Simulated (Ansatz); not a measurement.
Run report: Zr₁₈HS₃₆, single-point calculation (part 2 of 2)

Zr₁₈HS₃₆ (defect cell, 55 atoms in the cell); DFT PBE, scalar-relativistic, plane waves, PAW, spin-polarised (Ansatz 0.2.0); cutoff 420 eV, 3×3×1 k-mesh, Gaussian smearing of 0.05 eV, collinear spins. The structure derives from a Materials Project entry.

### Output, continued
```
  k-point 1 ↑: bands = ["-42.4844", "-42.4809", "-42.4790", "-42.4709", "-42.4645", "-42.4638", "-42.4635", "-42.4589", "-42.4569", "-42.4554", "-42.4527", "-42.4521", "-42.4520", "-42.4510", "-42.4498", "-42.4448", "-42.4404", "-42.4402", "-20.6509", "-20.6297", "-20.6150", "-20.6138", "-20.6130", "-20.6015", "-20.5879", "-20.5871", "-20.5807", "-20.5803", "-20.5631", "-20.5629", "-20.5306", "-20.5255", "-20.5251", "-20.5245", "-20.5236", "-20.5124", "-20.5123", "-20.5062", "-20.5019", "-20.4976",
      "-20.4952", "-20.4895", "-20.4891", "-20.4845", "-20.4834", "-20.4824", "-20.4821", "-20.4768", "-20.4753", "-20.4699", "-20.4696", "-20.4694", "-20.4690", "-20.4658", "-20.4651", "-20.4579", "-20.4574", "-20.4567", "-20.4485", "-20.4441", "-20.4394", "-20.4393", "-20.4357", "-20.4273", "-20.4215", "-20.4192", "-20.4190", "-20.4174", "-20.4035", "-20.4006", "-20.3976", "-20.3809", "-6.7125", "-5.9206", "-5.7621", "-5.6185", "-5.4695", "-5.4003", "-5.3599", "-5.2447",
      "-5.2427", "-5.2049", "-5.1836", "-5.1428", "-5.1258", "-5.1023", "-5.0962", "-5.0499", "-5.0462", "-5.0263", "-5.0193", "-4.9949", "-4.9548", "-4.9481", "-4.9246", "-4.8670", "-4.8546", "-4.8543", "-4.8443", "-4.8390", "-4.8076", "-4.7875", "-4.7829", "-4.7674", "-4.7610", "-4.7589", "-4.7343", "-4.6612", "0.4800", "2.1782", "2.3067", "2.4621", "2.4877", "2.5355", "2.6384", "2.6396", "2.6693", "2.6804", "2.7548", "2.7561",
      "2.8511", "2.8790", "2.9362", "2.9838", "3.0984", "3.1036", "3.1438", "3.1718", "3.1755", "3.2156", "3.2709", "3.2887", "3.2923", "3.3234", "3.3277", "3.3755", "3.4100", "3.4461", "3.4554", "3.4913", "3.4963", "3.5114", "3.5919", "3.6064", "3.6159", "3.6698", "3.7751", "3.7802", "3.8433", "3.8544", "3.8794", "3.9025", "3.9421", "3.9757", "3.9771", "3.9970", "3.9996", "4.0040", "4.0193", "4.0286",
      "4.0424", "4.0699", "4.0801", "4.1252", "4.1298", "4.1799", "4.1824", "4.2088", "4.3109", "4.3164", "4.3353", "4.3398", "4.3659", "4.3935", "4.4257", "4.4841", "4.4923", "4.5185", "4.5210", "4.5488", "4.6248", "4.6617", "4.7701", "4.8259", "4.8435", "4.9564", "4.9811", "5.0026", "5.0212", "5.0419", "5.0729", "5.0804", "5.1041", "5.1430", "5.2043", "5.2055", "5.2317", "5.2787", "5.2802", "5.4660",
      "5.4851", "5.5437", "5.5444", "5.5603", "5.6033", "5.6146", "5.6455", "5.6759", "5.7559", "5.7563", "5.9064", "5.9143", "5.9459", "6.0673", "6.1875", "6.4116", "7.4939", "7.6713", "7.8750", "7.9189", "7.9608", "8.0314", "8.0799", "8.0915", "8.0933", "8.1708", "8.1775", "8.2077", "8.2544", "8.2582", "8.3748", "8.4279", "8.4815", "8.5102", "8.5799", "8.5936", "8.9040"]
  k-point 2 ↑: bands = ["-42.4844", "-42.4801", "-42.4798", "-42.4708", "-42.4642", "-42.4639", "-42.4638", "-42.4587", "-42.4569", "-42.4556", "-42.4528", "-42.4524", "-42.4518", "-42.4508", "-42.4499", "-42.4448", "-42.4404", "-42.4402", "-20.6505", "-20.6298", "-20.6154", "-20.6137", "-20.6133", "-20.6013", "-20.5880", "-20.5870", "-20.5807", "-20.5804", "-20.5631", "-20.5626", "-20.5304", "-20.5256", "-20.5250", "-20.5248", "-20.5234", "-20.5124", "-20.5121", "-20.5067", "-20.5019", "-20.4975",
      "-20.4949", "-20.4894", "-20.4891", "-20.4846", "-20.4835", "-20.4822", "-20.4821", "-20.4769", "-20.4756", "-20.4698", "-20.4696", "-20.4695", "-20.4689", "-20.4661", "-20.4651", "-20.4579", "-20.4574", "-20.4567", "-20.4483", "-20.4442", "-20.4394", "-20.4393", "-20.4357", "-20.4274", "-20.4214", "-20.4190", "-20.4188", "-20.4174", "-20.4036", "-20.4008", "-20.3976", "-20.3809", "-6.7125", "-5.9205", "-5.7621", "-5.6185", "-5.4695", "-5.4003", "-5.3601", "-5.2447",
      "-5.2427", "-5.2050", "-5.1835", "-5.1428", "-5.1260", "-5.1025", "-5.0959", "-5.0500", "-5.0462", "-5.0261", "-5.0194", "-4.9950", "-4.9546", "-4.9483", "-4.9247", "-4.8668", "-4.8547", "-4.8543", "-4.8441", "-4.8393", "-4.8075", "-4.7872", "-4.7830", "-4.7675", "-4.7610", "-4.7590", "-4.7344", "-4.6612", "0.4800", "2.1793", "2.3066", "2.4626", "2.4873", "2.5344", "2.6385", "2.6395", "2.6689", "2.6802", "2.7548", "2.7563",
      "2.8508", "2.8789", "2.9360", "2.9841", "3.0982", "3.1046", "3.1436", "3.1721", "3.1759", "3.2158", "3.2711", "3.2885", "3.2925", "3.3234", "3.3271", "3.3755", "3.4099", "3.4462", "3.4549", "3.4912", "3.4966", "3.5111", "3.5919", "3.6066", "3.6157", "3.6692", "3.7751", "3.7798", "3.8437", "3.8547", "3.8794", "3.9024", "3.9426", "3.9755", "3.9781", "3.9971", "3.9993", "4.0037", "4.0189", "4.0291",
      "4.0420", "4.0697", "4.0800", "4.1248", "4.1297", "4.1794", "4.1826", "4.2091", "4.3119", "4.3153", "4.3355", "4.3417", "4.3660", "4.3944", "4.4256", "4.4837", "4.4929", "4.5187", "4.5210", "4.5488", "4.6233", "4.6610", "4.7704", "4.8254", "4.8438", "4.9563", "4.9814", "5.0028", "5.0208", "5.0416", "5.0729", "5.0802", "5.1037", "5.1428", "5.2042", "5.2061", "5.2312", "5.2783", "5.2804", "5.4655",
      "5.4864", "5.5437", "5.5445", "5.5601", "5.6035", "5.6146", "5.6455", "5.6762", "5.7557", "5.7563", "5.9064", "5.9146", "5.9457", "6.0672", "6.1875", "6.4116", "7.4932", "7.6713", "7.8760", "7.9191", "7.9608", "8.0313", "8.0805", "8.0914", "8.0935", "8.1710", "8.1774", "8.2073", "8.2545", "8.2582", "8.3745", "8.4290", "8.4816", "8.5102", "8.5799", "8.5935", "8.9053"]
  k-point 4 ↓: bands = ["-42.4844", "-42.4808", "-42.4792", "-42.4709", "-42.4644", "-42.4638", "-42.4636", "-42.4589", "-42.4569", "-42.4555", "-42.4524", "-42.4524", "-42.4518", "-42.4510", "-42.4501", "-42.4448", "-42.4405", "-42.4401", "-20.6506", "-20.6298", "-20.6153", "-20.6138", "-20.6132", "-20.6014", "-20.5879", "-20.5871", "-20.5806", "-20.5803", "-20.5632", "-20.5626", "-20.5306", "-20.5256", "-20.5251", "-20.5246", "-20.5235", "-20.5123", "-20.5122", "-20.5063", "-20.5019", "-20.4976",
      "-20.4951", "-20.4894", "-20.4891", "-20.4846", "-20.4833", "-20.4823", "-20.4820", "-20.4768", "-20.4755", "-20.4699", "-20.4696", "-20.4695", "-20.4689", "-20.4661", "-20.4650", "-20.4580", "-20.4573", "-20.4567", "-20.4483", "-20.4442", "-20.4395", "-20.4392", "-20.4357", "-20.4274", "-20.4215", "-20.4190", "-20.4188", "-20.4175", "-20.4035", "-20.4008", "-20.3976", "-20.3810", "-6.7125", "-5.9205", "-5.7620", "-5.6185", "-5.4695", "-5.4005", "-5.3600", "-5.2447",
      "-5.2428", "-5.2048", "-5.1836", "-5.1428", "-5.1260", "-5.1026", "-5.0958", "-5.0500", "-5.0462", "-5.0261", "-5.0191", "-4.9950", "-4.9546", "-4.9484", "-4.9246", "-4.8668", "-4.8547", "-4.8542", "-4.8439", "-4.8393", "-4.8075", "-4.7871", "-4.7831", "-4.7674", "-4.7611", "-4.7591", "-4.7343", "-4.6613", "0.4800", "2.1793", "2.3066", "2.4626", "2.4874", "2.5344", "2.6386", "2.6395", "2.6688", "2.6800", "2.7548", "2.7564",
      "2.8506", "2.8788", "2.9361", "2.9844", "3.0983", "3.1045", "3.1436", "3.1720", "3.1760", "3.2156", "3.2713", "3.2885", "3.2926", "3.3233", "3.3268", "3.3756", "3.4095", "3.4461", "3.4546", "3.4917", "3.4965", "3.5108", "3.5920", "3.6066", "3.6156", "3.6691", "3.7752", "3.7799", "3.8433", "3.8549", "3.8795", "3.9026", "3.9432", "3.9756", "3.9789", "3.9967", "3.9996", "4.0036", "4.0185", "4.0293",
      "4.0412", "4.0700", "4.0801", "4.1250", "4.1297", "4.1792", "4.1823", "4.2091", "4.3126", "4.3141", "4.3363", "4.3424", "4.3663", "4.3952", "4.4254", "4.4835", "4.4928", "4.5186", "4.5210", "4.5487", "4.6225", "4.6605", "4.7707", "4.8253", "4.8439", "4.9564", "4.9817", "5.0026", "5.0206", "5.0414", "5.0727", "5.0803", "5.1037", "5.1426", "5.2042", "5.2066", "5.2311", "5.2782", "5.2807", "5.4654",
      "5.4868", "5.5435", "5.5445", "5.5600", "5.6035", "5.6146", "5.6454", "5.6759", "5.7559", "5.7562", "5.9063", "5.9147", "5.9456", "6.0672", "6.1877", "6.4116", "7.4929", "7.6710", "7.8762", "7.9193", "7.9607", "8.0311", "8.0805", "8.0914", "8.0938", "8.1713", "8.1774", "8.2071", "8.2548", "8.2582", "8.3746", "8.4291", "8.4816", "8.5102", "8.5800", "8.5934", "8.9053"]
--- Löwdin populations: 55 sites ---
  site symbol       q [e]    m [muB]
     0     Zr     11.2156     0.0000
     1     Zr     11.1840     0.0000
     2     Zr     11.2151     0.0000
     3     Zr     11.1842    -0.0000
     4     Zr     11.2031     0.0000
     5     Zr     11.1824     0.0000
     6     Zr     11.1910     0.0000
     7     Zr     11.1809     0.0000
     8     Zr     11.2154     0.0000
     9     Zr     11.1841     0.0000
    10     Zr     11.1911     0.0000
    11     Zr     11.1810     0.0000
    12     Zr     11.1910     0.0000
    13     Zr     11.1810     0.0000
    14     Zr     11.2030     0.0000
    15     Zr     11.1824     0.0000
    16     Zr     11.2032     0.0000
    17     Zr     11.1824     0.0000
    18      S      6.3801    -0.0000
    19      S      6.3515    -0.0000
    20      S      6.3817     0.0000
    21      S      6.3516    -0.0000
    22      S      6.3479    -0.0000
    23      S      6.3419    -0.0000
    24      S      6.3479    -0.0000
    25      S      6.3419    -0.0000
    26      S      6.3474    -0.0000
    27      S      6.3100    -0.0000
    28      S      6.3481    -0.0000
    29      S      6.3417    -0.0000
    30      S      6.3805     0.0000
    31      S      6.3515    -0.0000
    32      S      6.3475    -0.0000
    33      S      6.3101    -0.0000
    34      S      6.3473    -0.0000
    35      S      6.3096    -0.0000
    36      S      6.2084    -0.0000
    37      S      6.3486    -0.0000
    38      S      6.3354    -0.0000
    39      S      6.3482    -0.0000
    40      S      6.3351    -0.0000
    41      S      6.3481    -0.0000
    42      S      6.3354    -0.0000
    43      S      6.3482    -0.0000
    44      S      6.3353    -0.0000
    45      S      6.3482    -0.0000
    46      S      6.3429    -0.0000
    47      S      6.3411    -0.0000
    48      S      6.3354    -0.0000
    49      S      6.3482    -0.0000
    50      S      6.3462    -0.0000
    51      S      6.3489    -0.0000
    52      S      6.3349    -0.0000
    53      S      6.3482    -0.0000
    54      H      0.8319     0.0000
  spilling = 0.005594 (of n_electrons = 433.000000)
--- Band densities, each state counted as filled ---
  window                                       electrons  max residual (eV)  cut levels
  e_range: [-0.25, 0.25]             2.222222 + 2.222222             2.3e-6           0
  e_range: [-1.2, 0]                 2.111111 + 2.111111             2.7e-6           0
  e_range: [0, 1.2]                20.000000 + 20.000000             2.9e-6           0
```

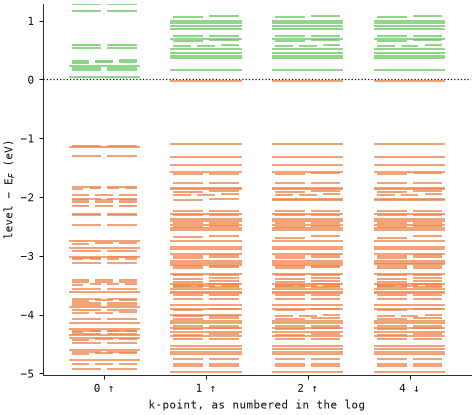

*Kohn–Sham levels near the Fermi level (dotted) at the few k-points that the log prints; levels within 0.02 eV of each other stand side by side.*

The system is metallic on the full mesh.

The run was set up as follows.

### The input
```yaml
crystal:
  lattice:
    - [11.074148, 0.0, 0.0]
    - [-5.537074, 9.590493, 0.0]
    - [0.0, 0.0, 12.082154]
  atoms:
    - { symbol: Zr, position: [-0.0069795883, -0.0115988884, -0.0063341663] }
    - { symbol: Zr, position: [-0.0008555055, -0.0008870624, 0.5028578604] }
    - { symbol: Zr, position: [-0.006793475, 0.3410941097, -0.0070084638] }
    - { symbol: Zr, position: [-0.0009591508, 0.3333553343, 0.5031419411] }
    - { symbol: Zr, position: [0.000576408, 0.668470216, 0.0052258448] }
    - { symbol: Zr, position: [-0.00083893, 0.666296498, 0.5009664503] }
    - { symbol: Zr, position: [0.3332406932, 0.0010366526, -0.001490916] }
    - { symbol: Zr, position: [0.3329433052, -0.0005951835, 0.5004748989] }
    - { symbol: Zr, position: [0.3456579351, 0.3411598531, -0.0068552309] }
    - { symbol: Zr, position: [0.3332055246, 0.3331779331, 0.5029106087] }
    - { symbol: Zr, position: [0.3333437381, 0.668992408, -0.0016152656] }
    - { symbol: Zr, position: [0.3329046796, 0.6667038366, 0.5001423154] }
    - { symbol: Zr, position: [0.6653557144, 0.0009671658, -0.0014587103] }
    - { symbol: Zr, position: [0.6658306809, -0.000443865, 0.500235725] }
    - { symbol: Zr, position: [0.6657117834, 0.333682982, 0.0051859248] }
    - { symbol: Zr, position: [0.6660211151, 0.3331374936, 0.5009394309] }
    - { symbol: Zr, position: [0.6656036637, 0.6685032609, 0.0052017332] }
    - { symbol: Zr, position: [0.6660951202, 0.6662168847, 0.5011203365] }
    - { symbol: S, position: [0.2211650426, 0.1111496513, 0.3819310784] }
    - { symbol: S, position: [0.2202220259, 0.1136838564, 0.8815018331] }
    - { symbol: S, position: [0.2210097383, 0.4430911586, 0.3818539037] }
    - { symbol: S, position: [0.2206051056, 0.4433091991, 0.8811843114] }
    - { symbol: S, position: [0.2212480206, 0.7773224119, 0.3810745029] }
    - { symbol: S, position: [0.2200881071, 0.7784017055, 0.880700107] }
    - { symbol: S, position: [0.5550038, 0.1110633918, 0.3811017219] }
    - { symbol: S, position: [0.5558864788, 0.1141094608, 0.8807439682] }
    - { symbol: S, position: [0.5543771851, 0.4438413274, 0.3820766952] }
    - { symbol: S, position: [0.561559138, 0.4490472292, 0.8793276043] }
    - { symbol: S, position: [0.5551023956, 0.7772262593, 0.3810656849] }
    - { symbol: S, position: [0.5559959603, 0.7783778509, 0.8806787544] }
    - { symbol: S, position: [0.889085364, 0.1112241092, 0.3818933808] }
    - { symbol: S, position: [0.8910813691, 0.1135449825, 0.8814587299] }
    - { symbol: S, position: [0.8885110243, 0.4437949799, 0.3821278194] }
    - { symbol: S, position: [0.8852573934, 0.4490212796, 0.8792408629] }
    - { symbol: S, position: [0.8884693464, 0.7779244672, 0.3820610792] }
    - { symbol: S, position: [0.8852671635, 0.7728001707, 0.87952253] }
    - { symbol: S, position: [0.1108318824, 0.2238395747, 0.1150769638] }
    - { symbol: S, position: [0.1104702157, 0.2218435978, 0.6214953736] }
    - { symbol: S, position: [0.1105651052, 0.5548413373, 0.1197783158] }
    - { symbol: S, position: [0.1112721743, 0.5559256813, 0.6206692757] }
    - { symbol: S, position: [0.1105121917, 0.8919094899, 0.1200329612] }
    - { symbol: S, position: [0.1111348951, 0.888580155, 0.6207031196] }
    - { symbol: S, position: [0.4421723148, 0.2238279888, 0.1198578515] }
    - { symbol: S, position: [0.4437407547, 0.2211785485, 0.620723833] }
    - { symbol: S, position: [0.4420490544, 0.5549252867, 0.119832263] }
    - { symbol: S, position: [0.4436501852, 0.5559179221, 0.6206223395] }
    - { symbol: S, position: [0.4439295956, 0.8902674482, 0.1188294412] }
    - { symbol: S, position: [0.443775331, 0.8884269711, 0.6197000914] }
    - { symbol: S, position: [0.7794188259, 0.2238085124, 0.1197933972] }
    - { symbol: S, position: [0.7763779007, 0.2210645374, 0.6207221665] }
    - { symbol: S, position: [0.7773100757, 0.5568554173, 0.1232738642] }
    - { symbol: S, position: [0.7771416079, 0.5551812795, 0.6206042349] }
    - { symbol: S, position: [0.7790754074, 0.8919178138, 0.1200239127] }
    - { symbol: S, position: [0.7764043778, 0.8886379351, 0.6206566496] }
    - { symbol: H, position: [0.111716107, 0.2255511346, 0.2276136167] }
magnetization:
  spin_polarized: true
basis:
  ecutwfc: 420
  fft_grid_basis: typed
kpoints:
  mp_grid: { grid: [3, 3, 1] }
hamiltonian:
  xc: pbe
  pseudopotentials: { kind: paw }
scf:
  occupations: { method: gaussian, width: 0.05 }
  n_extra_bands: 20
output:
  forces: true
  stress: false
  eigenvalues: true
  bader: false
  write_density: false
  volumetric_format: npy
  populations: true
  band_densities:
    - { e_range: [-0.25, 0.25] }
    - { e_range: [-1.2, 0.0] }
    - { e_range: [0.0, 1.2] }
  dos:
    e_range: [-30, 8]
    de: 0.02
    method: { smearing: { sigma: 0.03, scheme: gaussian } }
    projected: { site_lists: { H: [H], S: [S], Zr: [Zr] } }
checkpoint:
  read: start.run
  write: ck
  compress: false
  write_wavefunctions: false
  write_every: 100000
```

Run as:
```bash
ansatz run input.yaml --threads 8 --pin off --max-ram 16384MiB --backend cpu --events-out ev --progress --plain --runs-dir out
```

### Results in brief

| quantity | value |
| --- | --- |
| outcome | converged |
| electrons treated | 433 |
| free energy | −107882.6991 eV |
| Fermi energy | 7.515 eV |
| gap on the k-point mesh | none (metallic) |
| net moment of the cell | 0.00 μB |
| integrated absolute moment | 0.00 μB |
| largest force (length of the vector) | 0.018 eV/Å |
| hardware | 8 threads of Arm Neoverse N1, 98 GiB of memory available, shared host |
| wall time | 23 min (CPU time 3 h) |
| peak memory | 13 GiB |

### Remarks

The k-point mesh is coarse for a cell of this size, so the results may not be converged.
